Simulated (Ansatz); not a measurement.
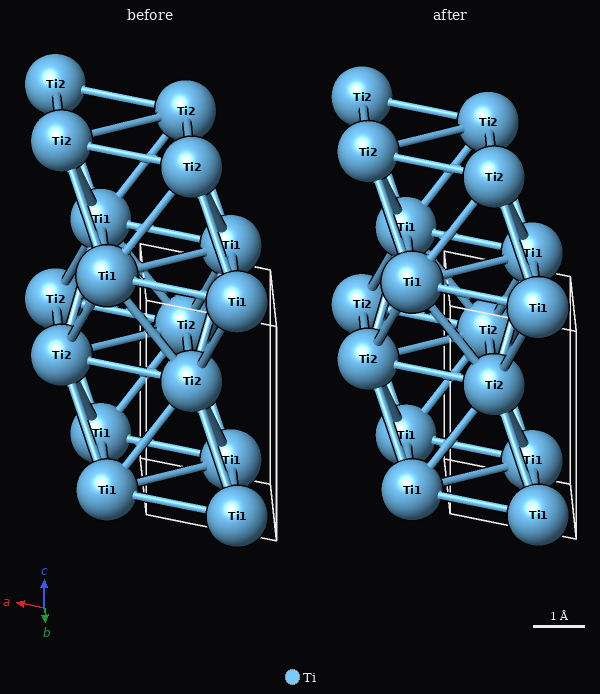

Left: crystalline Ti (set up in P6_3/mmc). Right: the same structure after one change, at the same scale. A ball-and-stick model of the cell of the calculation, repeated 2 × 2 × 2 with one cell outlined, seen from a free direction.

Theory: DFT r2SCAN, scalar-relativistic, plane waves, PAW in Ansatz. Set-up: plane-wave cutoff 500 eV; k-point mesh 18 × 18 × 10; occupations gaussian; smearing width 0.1 eV; no spin polarisation.

### What was changed?

The volume is changed by −9.0 %. The atoms are relaxed in that cell.

### And its effect?

Cell: a = b 2.935 → 2.844 Å (−3.1 %), c 4.638 → 4.495 Å (−3.1 %). Volume −9.0 %. The atoms keep their places relative to the cell (all moves are under 0.005 Å). Among the bonded contacts that change: Ti–Ti 2.935 → 2.844 Å, Ti–Ti 2.872 → 2.783 Å. The space group stays P6_3/mmc (No. 194). Energy change: +58.6 meV per atom. The pressure goes from 0.0 to 13.0 GPa. It is metallic before and after.
